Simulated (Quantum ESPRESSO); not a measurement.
# Single-point calculation of CdSe

- system: CdSe (Fm-3m, 2 atoms in the cell)
- method: Kohn-Sham DFT of a periodic cell, PBE, SSSP 1.3 efficiency PBE, no spin polarisation (Quantum ESPRESSO 7.5)

The structure derives from a Materials Project entry. The volume is scaled by 1.06.

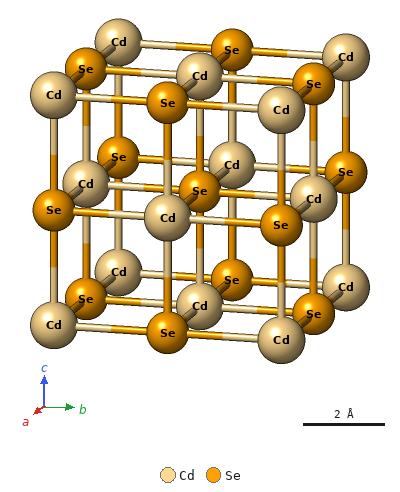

*The structure (ball-and-stick view of the cell 4 times as large as that of the calculation, set on its symmetry axes, seen slightly off an axis).*

### Key numbers

| quantity | value |
| --- | --- |
| outcome | converged |
| space group (tolerance 0.01 Å) | Fm-3m (225) |
| electrons treated | 18 |
| free energy | −2257.4208 eV |
| Fermi energy | 6.555 eV |
| gap on the k-point mesh | none (metallic) |
| pressure | −3.27 GPa |
| largest force (length of the vector) | under 0.001 eV/Å |
| hardware | 1 thread of Intel Xeon (Granite Rapids), 64 GiB of memory available, shared host |
| wall time | 27 s |
| peak memory | 0.28 GiB |

### Input
```
&CONTROL
  calculation = 'scf'
  prefix = 'pwscf'
  outdir = './tmp'
  pseudo_dir = './pseudo'
  tprnfor = .true.
  tstress = .true.
  disk_io = 'nowf'
/
&SYSTEM
  ibrav = 0
  nat = 2
  ntyp = 2
  ecutwfc = 60
  ecutrho = 480
  nbnd = 15
  occupations = 'smearing'
  smearing = 'fd'
  degauss = 0.00367493
/
&ELECTRONS
  conv_thr = 4d-10
  electron_maxstep = 120
  mixing_beta = 0.5
/
ATOMIC_SPECIES
Cd   112.4140 Cd.pbe-dn-rrkjus_psl.0.3.1.UPF
Se    78.9710 Se_pbe_v1.uspp.F.UPF
CELL_PARAMETERS angstrom
   0.0000000000    2.9303244279    2.9303244279
   2.9303244279    0.0000000000    2.9303244279
   2.9303244279    2.9303244279    0.0000000000
ATOMIC_POSITIONS crystal
Cd     0.0000000000    0.0000000000    0.0000000000
Se     0.5000000000    0.5000000000    0.5000000000
K_POINTS automatic
8 8 8 0 0 0
```

Launched with:
```bash
OMP_NUM_THREADS=1 pw.x -in pw.in > pw.out
```

### The program's output
```
This program is part of the open-source Quantum ESPRESSO suite
     for quantum simulation of materials; please cite
         "P. Giannozzi et al., J. Phys.:Condens. Matter 21 395502 (2009);
         "P. Giannozzi et al., J. Phys.:Condens. Matter 29 465901 (2017);
         "P. Giannozzi et al., J. Chem. Phys. 152 154105 (2020);
          URL
     in publications or presentations arising from this work. More details at

     file Cd.pbe-dn-rrkjus_psl.0.3.1.UPF: wavefunction(s)  4D renormalized
     Message from routine setup:
     using ibrav=0 with symmetry is DISCOURAGED, use correct ibrav instead

     Subspace diagonalization in iterative solution of the eigenvalue problem:
     a serial algorithm will be used

     G-vector sticks info
     --------------------
     sticks:   dense  smooth     PW     G-vecs:    dense   smooth      PW
     Sum        2053    1027    301                60375    21331    3479

     Using Slab Decomposition

     bravais-lattice index     =            0
     lattice parameter (alat)  =       7.8312  a.u.
     unit-cell volume          =     339.6047 (a.u.)^3
     number of atoms/cell      =            2
     number of atomic types    =            2
     number of electrons       =        18.00
     number of Kohn-Sham states=           15
     kinetic-energy cutoff     =      60.0000  Ry
     charge density cutoff     =     480.0000  Ry
     scf convergence threshold =      4.0E-10
     mixing beta               =       0.5000
     number of iterations used =            8  plain     mixing
     Exchange-correlation= SLA  PW   PBE  PBE
                           (   1   4   3   4   0   0   0)

     celldm(1)=   7.831223  celldm(2)=   0.000000  celldm(3)=   0.000000
     celldm(4)=   0.000000  celldm(5)=   0.000000  celldm(6)=   0.000000

     crystal axes: (cart. coord. in units of alat)
               a(1) = (   0.000000   0.707107   0.707107 )
               a(2) = (   0.707107   0.000000   0.707107 )
               a(3) = (   0.707107   0.707107   0.000000 )

     reciprocal axes: (cart. coord. in units 2 pi/alat)
               b(1) = ( -0.707107  0.707107  0.707107 )
               b(2) = (  0.707107 -0.707107  0.707107 )
               b(3) = (  0.707107  0.707107 -0.707107 )

     PseudoPot. # 1 for Cd read from file:
     Cd.pbe-dn-rrkjus_psl.0.3.1.UPF
     Pseudo is Ultrasoft + core correction, Zval = 12.0
     Generated using "atomic" code by A. Dal Corso  v.5.0.99 svn rev. 10869
     Using radial grid of 1239 points,  6 beta functions with:
                l(1) =   0
                l(2) =   0
                l(3) =   1
                l(4) =   1
                l(5) =   2
                l(6) =   2
     Q(r) pseudized with 0 coefficients

     PseudoPot. # 2 for Se read from file:
     Se_pbe_v1.uspp.F.UPF
     Pseudo is Ultrasoft + core correction, Zval =  6.0
     Generated by new atomic code, or converted to UPF format
     Using radial grid of  877 points,  6 beta functions with:
                l(1) =   0
                l(2) =   0
                l(3) =   1
                l(4) =   1
                l(5) =   2
                l(6) =   2
     Q(r) pseudized with  8 coefficients,  rinner =    1.300   1.300   1.300
                                                       1.300   1.300

     atomic species   valence    mass     pseudopotential
     Cd               12.00   112.41400     Cd( 1.00)
     Se                6.00    78.97100     Se( 1.00)

     48 Sym. Ops., with inversion, found

   Cartesian axes

     site n.     atom                  positions (alat units)
         1        Cd     tau(   1) = (   0.0000000   0.0000000   0.0000000  )
         2        Se     tau(   2) = (   0.7071068   0.7071068   0.7071068  )

     number of k points=    29  Fermi-Dirac smearing, width (Ry)=  0.0037
                       cart. coord. in units 2pi/alat
        k(    1) = (   0.0000000   0.0000000   0.0000000), wk =   0.0039062
        k(    2) = (   0.0883883   0.0883883  -0.0883883), wk =   0.0312500
        k(    3) = (   0.1767767   0.1767767  -0.1767767), wk =   0.0312500
        k(    4) = (   0.2651650   0.2651650  -0.2651650), wk =   0.0312500
        k(    5) = (  -0.3535534  -0.3535534   0.3535534), wk =   0.0156250
        k(    6) = (   0.1767767   0.0000000   0.0000000), wk =   0.0234375
        k(    7) = (   0.2651650   0.0883883  -0.0883883), wk =   0.0937500
        k(    8) = (   0.3535534   0.1767767  -0.1767767), wk =   0.0937500
        k(    9) = (  -0.2651650  -0.4419417   0.4419417), wk =   0.0937500
        k(   10) = (  -0.1767767  -0.3535534   0.3535534), wk =   0.0937500
        k(   11) = (  -0.0883883  -0.2651650   0.2651650), wk =   0.0937500
        k(   12) = (   0.0000000  -0.1767767   0.1767767), wk =   0.0468750
        k(   13) = (   0.3535534   0.0000000   0.0000000), wk =   0.0234375
        k(   14) = (   0.4419417   0.0883883  -0.0883883), wk =   0.0937500
        k(   15) = (  -0.1767767  -0.5303301   0.5303301), wk =   0.0937500
        k(   16) = (  -0.0883883  -0.4419417   0.4419417), wk =   0.0937500
        k(   17) = (   0.0000000  -0.3535534   0.3535534), wk =   0.0468750
        k(   18) = (   0.5303301   0.0000000   0.0000000), wk =   0.0234375
        k(   19) = (  -0.0883883  -0.6187184   0.6187184), wk =   0.0937500
        k(   20) = (   0.0000000  -0.5303301   0.5303301), wk =   0.0468750
        k(   21) = (  -0.7071068   0.0000000   0.0000000), wk =   0.0117188
        k(   22) = (   0.3535534   0.1767767   0.0000000), wk =   0.0937500
        k(   23) = (  -0.2651650  -0.4419417   0.6187184), wk =   0.1875000
        k(   24) = (  -0.1767767  -0.3535534   0.5303301), wk =   0.0937500
        k(   25) = (  -0.1767767  -0.5303301   0.7071068), wk =   0.0937500
        k(   26) = (  -0.0883883  -0.4419417   0.6187184), wk =   0.1875000
        k(   27) = (   0.0000000  -0.3535534   0.5303301), wk =   0.0937500
        k(   28) = (  -0.7071068   0.1767767   0.0000000), wk =   0.0468750
        k(   29) = (  -0.7071068   0.3535534   0.0000000), wk =   0.0234375

     Dense  grid:    60375 G-vectors     FFT dimensions: (  60,  60,  60)

     Smooth grid:    21331 G-vectors     FFT dimensions: (  40,  40,  40)

     Initial potential from superposition of free atoms

     starting charge      17.9950, renormalised to      18.0000
     Starting wfcs are   13 randomized atomic wfcs +    2 random wfcs

     Self-consistent Calculation

     iteration #  1     ecut=    60.00 Ry     beta= 0.50
     Davidson diagonalization with overlap
     ethr =  1.00E-02,  avg # of iterations =  4.7

     Threshold (ethr) on eigenvalues was too large:
     Diagonalizing with lowered threshold

     Davidson diagonalization with overlap
     ethr =  2.54E-04,  avg # of iterations =  3.1

     total energy              =    -165.90762039 Ry
     estimated scf accuracy    <       0.04639002 Ry

     iteration #  2     ecut=    60.00 Ry     beta= 0.50
     Davidson diagonalization with overlap
     ethr =  2.58E-04,  avg # of iterations =  2.4

     total energy              =    -165.91695783 Ry
     estimated scf accuracy    <       0.00189989 Ry

     iteration #  3     ecut=    60.00 Ry     beta= 0.50
     Davidson diagonalization with overlap
     c_bands:  1 eigenvalues not converged
     ethr =  1.06E-05,  avg # of iterations =  6.7

     total energy              =    -165.91729139 Ry
     estimated scf accuracy    <       0.00038393 Ry

     iteration #  4     ecut=    60.00 Ry     beta= 0.50
     Davidson diagonalization with overlap
     ethr =  2.13E-06,  avg # of iterations =  4.5

     total energy              =    -165.91735498 Ry
     estimated scf accuracy    <       0.00005406 Ry

     iteration #  5     ecut=    60.00 Ry     beta= 0.50
     Davidson diagonalization with overlap
     ethr =  3.00E-07,  avg # of iterations =  2.9

     total energy              =    -165.91736238 Ry
     estimated scf accuracy    <       0.00000178 Ry

     iteration #  6     ecut=    60.00 Ry     beta= 0.50
     Davidson diagonalization with overlap
     ethr =  9.91E-09,  avg # of iterations =  6.6

     total energy              =    -165.91736550 Ry
     estimated scf accuracy    <       0.00000255 Ry

     iteration #  7     ecut=    60.00 Ry     beta= 0.50
     Davidson diagonalization with overlap
     ethr =  9.91E-09,  avg # of iterations =  2.0

     total energy              =    -165.91736603 Ry
     estimated scf accuracy    <       0.00000002 Ry

     iteration #  8     ecut=    60.00 Ry     beta= 0.50
     Davidson diagonalization with overlap
     ethr =  9.29E-11,  avg # of iterations =  7.4

     total energy              =    -165.91736610 Ry
     estimated scf accuracy    <       0.00000001 Ry

     iteration #  9     ecut=    60.00 Ry     beta= 0.50
     Davidson diagonalization with overlap
     ethr =  6.61E-11,  avg # of iterations =  1.7

     total energy              =    -165.91736610 Ry
     estimated scf accuracy    <          2.7E-09 Ry

     iteration # 10     ecut=    60.00 Ry     beta= 0.50
     Davidson diagonalization with overlap
     ethr =  1.50E-11,  avg # of iterations =  4.8

     total energy              =    -165.91736610 Ry
     estimated scf accuracy    <          4.8E-09 Ry

     iteration # 11     ecut=    60.00 Ry     beta= 0.50
     Davidson diagonalization with overlap
     ethr =  1.50E-11,  avg # of iterations =  2.0

     End of self-consistent calculation

          k = 0.0000 0.0000 0.0000 (  2685 PWs)   bands (ev):

    -6.0999  -1.2558  -1.2558  -1.2422  -1.2422  -1.2422   5.9269   5.9269
     5.9269   6.3204  15.0915  15.0915  15.0915  15.9042  15.9042

          k = 0.0884 0.0884-0.0884 (  2698 PWs)   bands (ev):

    -6.0030  -1.2822  -1.2822  -1.2491  -1.2266  -1.2266   4.5129   5.9888
     5.9888   7.7331  13.7663  14.4428  14.4428  15.7428  15.7445

          k = 0.1768 0.1768-0.1768 (  2665 PWs)   bands (ev):

    -5.7489  -1.3479  -1.3479  -1.2743  -1.1853  -1.1853   3.1346   6.1502
     6.1502   8.9838  12.5173  13.0755  13.0755  15.7714  16.5688

          k = 0.2652 0.2652-0.2652 (  2671 PWs)   bands (ev):

    -5.4579  -1.4122  -1.4122  -1.3202  -1.1432  -1.1432   2.1743   6.3339
     6.3339   9.4777  11.9999  12.0860  12.0860  16.5164  17.9414

          k =-0.3536-0.3536 0.3536 (  2638 PWs)   bands (ev):

    -5.3229  -1.4383  -1.4383  -1.3497  -1.1256  -1.1256   1.8271   6.4190
     6.4190   9.4997  11.7248  11.7248  11.9306  17.4625  19.1281

          k = 0.1768 0.0000 0.0000 (  2693 PWs)   bands (ev):

    -5.9752  -1.3118  -1.2550  -1.2463  -1.2246  -1.2246   4.5703   5.7359
     5.7359   8.1804  13.2673  14.0241  14.6597  14.6597  17.2166

          k = 0.2652 0.0884-0.0884 (  2662 PWs)   bands (ev):

    -5.7861  -1.3534  -1.2794  -1.2678  -1.1988  -1.1813   3.5624   5.6531
     5.8293   9.1514  11.9191  13.2739  14.1168  15.0476  17.3447

          k = 0.3536 0.1768-0.1768 (  2685 PWs)   bands (ev):

    -5.5219  -1.3749  -1.3460  -1.2904  -1.1607  -1.1374   2.5434   5.7810
     5.8886   9.6088  11.0936  13.1286  13.2029  15.6327  17.9432

          k =-0.2652-0.4419 0.4419 (  2658 PWs)   bands (ev):

    -5.3388  -1.4037  -1.3651  -1.3201  -1.1267  -1.1212   2.0007   5.6983
     6.0670   9.8130  10.6922  12.3439  13.4569  16.6950  19.0052

          k =-0.1768-0.3536 0.3536 (  2660 PWs)   bands (ev):

    -5.3753  -1.4218  -1.3706  -1.2978  -1.1402  -1.1178   2.1185   5.4320
     6.3577  10.2148  10.5665  12.0485  13.4335  17.1015  17.6697

          k =-0.0884-0.2652 0.2652 (  2664 PWs)   bands (ev):

    -5.6023  -1.3930  -1.3458  -1.2692  -1.1806  -1.1423   2.8192   5.3120
     6.4527   9.8659  11.3883  12.4104  13.2360  16.2673  16.8275

          k = 0.0000-0.1768 0.1768 (  2673 PWs)   bands (ev):

    -5.8580  -1.3358  -1.2996  -1.2559  -1.2160  -1.1882   3.7765   5.5156
     6.2869   8.7843  12.8219  13.4001  13.4401  15.4864  16.7950

          k = 0.3536 0.0000 0.0000 (  2682 PWs)   bands (ev):

    -5.6977  -1.3156  -1.2858  -1.2232  -1.1745  -1.1745   3.6381   5.2695
     5.2695   8.6952  12.2441  12.9191  14.8777  14.8777  18.7989

          k = 0.4419 0.0884-0.0884 (  2664 PWs)   bands (ev):

    -5.5296  -1.2953  -1.2534  -1.2374  -1.1317  -1.1295   3.0225   5.0739
     5.1664   8.1295  12.4725  13.0843  14.6231  15.4846  19.4462

          k =-0.1768-0.5303 0.5303 (  2666 PWs)   bands (ev):

    -5.3740  -1.3167  -1.2951  -1.2052  -1.1094  -1.0521   2.4854   4.5781
     5.3808   8.3535  12.1679  13.8003  13.9104  16.0083  19.6534

          k =-0.0884-0.4419 0.4419 (  2664 PWs)   bands (ev):

    -5.3277  -1.3749  -1.3053  -1.2191  -1.1249  -1.0371   2.4329   4.1633
     5.8309   9.0510  11.8405  12.9939  14.0341  16.8662  17.9152

          k = 0.0000-0.3536 0.3536 (  2650 PWs)   bands (ev):

    -5.4251  -1.4033  -1.3341  -1.2453  -1.1568  -1.0873   2.6363   4.3866
     6.2992  10.0635  11.1186  12.4355  13.3811  16.7088  18.6442

          k = 0.5303 0.0000 0.0000 (  2658 PWs)   bands (ev):

    -5.4811  -1.3166  -1.2001  -1.1125  -1.1125  -1.0017   3.0477   4.8028
     4.8028   6.8142  12.2530  14.4613  15.7306  15.7306  19.7410

          k =-0.0884-0.6187 0.6187 (  2666 PWs)   bands (ev):

    -5.4055  -1.3152  -1.2266  -1.1130  -1.0933  -0.8246   2.8583   4.1380
     4.8203   6.9092  12.3186  14.8856  15.4521  16.1005  20.3788

          k = 0.0000-0.5303 0.5303 (  2654 PWs)   bands (ev):

    -5.3424  -1.2967  -1.2966  -1.1546  -1.1033  -0.8626   3.1248   3.2203
     5.2109   7.8757  12.6204  14.3184  14.7071  15.6434  18.8117

          k =-0.7071 0.0000 0.0000 (  2698 PWs)   bands (ev):

    -5.4175  -1.3294  -1.1905  -1.0828  -1.0828  -0.6942   2.7325   4.6102
     4.6102   6.0046  12.0328  15.7317  16.3280  16.3280  20.5303

          k = 0.3536 0.1768 0.0000 (  2673 PWs)   bands (ev):

    -5.6045  -1.3505  -1.3003  -1.2734  -1.1725  -1.1361   3.0811   4.9963
     5.9624   9.3671  11.5854  13.0188  13.6212  15.5539  18.6091

          k =-0.2652-0.4419 0.6187 (  2666 PWs)   bands (ev):

    -5.4098  -1.3651  -1.2965  -1.2688  -1.1374  -1.0897   2.5174   4.7200
     5.7709   9.4623  11.2650  13.2297  13.5097  16.3672  18.8401

          k =-0.1768-0.3536 0.5303 (  2660 PWs)   bands (ev):

    -5.3248  -1.3861  -1.2761  -1.2647  -1.1168  -1.0701   2.2510   4.7394
     5.5512   9.5912  10.9801  13.1632  14.0046  17.3283  17.3888

          k =-0.1768-0.5303 0.7071 (  2664 PWs)   bands (ev):

    -5.4210  -1.2949  -1.2743  -1.1682  -1.1123  -0.9987   2.8562   4.4946
     4.8389   7.9472  12.6786  13.1426  14.8874  16.2085  19.8529

          k =-0.0884-0.4419 0.6187 (  2657 PWs)   bands (ev):

    -5.3402  -1.3266  -1.2718  -1.1893  -1.0965  -0.8944   2.8325   3.8804
     4.6884   8.6361  12.3334  13.4602  14.4527  16.7348  18.5479

          k = 0.0000-0.3536 0.5303 (  2668 PWs)   bands (ev):

    -5.3343  -1.3624  -1.2554  -1.2314  -1.1114  -0.9656   2.7553   3.8254
     5.1664   9.3122  11.6017  13.6914  13.8594  17.3292  17.4357

          k =-0.7071 0.1768 0.0000 (  2658 PWs)   bands (ev):

    -5.3731  -1.3042  -1.2543  -1.1323  -1.0828  -0.7601   2.9802   3.9591
     4.2910   7.4671  12.5362  14.2770  15.1107  16.7795  19.6845

          k =-0.7071 0.3536 0.0000 (  2656 PWs)   bands (ev):

    -5.3267  -1.3356  -1.2301  -1.2301  -1.0827  -0.8097   3.6021   3.6021
     3.6362   9.1592  12.1591  13.7642  13.7642  18.0059  18.0059

     the Fermi energy is     6.5547 ev

!    total energy              =    -165.91736610 Ry
     estimated scf accuracy    <          1.4E-11 Ry
     smearing contrib. (-TS)   =      -0.00021562 Ry
     internal energy E=F+TS    =    -165.91715049 Ry

     The total energy is F=E-TS. E is the sum of the following terms:
     one-electron contribution =     -39.08146031 Ry
     hartree contribution      =      34.40636507 Ry
     xc contribution           =     -72.55629234 Ry
     ewald contribution        =     -88.68576291 Ry

     convergence has been achieved in  11 iterations

     Forces acting on atoms (cartesian axes, Ry/au):

     atom    1 type  1   force =     0.00000000    0.00000000   -0.00000000
     atom    2 type  2   force =     0.00000000    0.00000000    0.00000000

     Total force =     0.000000     Total SCF correction =     0.000000

     Computing stress (Cartesian axis) and pressure

          total   stress  (Ry/bohr**3)                   (kbar)     P=      -32.67
  -0.00022209   0.00000000  -0.00000000          -32.67        0.00       -0.00
   0.00000000  -0.00022209  -0.00000000            0.00      -32.67       -0.00
  -0.00000000   0.00000000  -0.00022209           -0.00        0.00      -32.67

=------------------------------------------------------------------------------=
   JOB DONE.
=------------------------------------------------------------------------------=
```

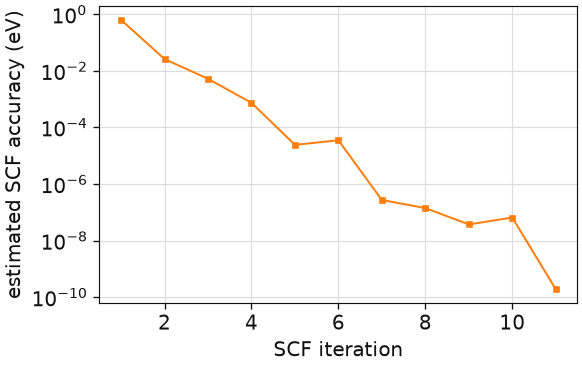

*Convergence of the self-consistent field: estimated SCF accuracy against the iteration.*

The field takes 11 iterations in all.
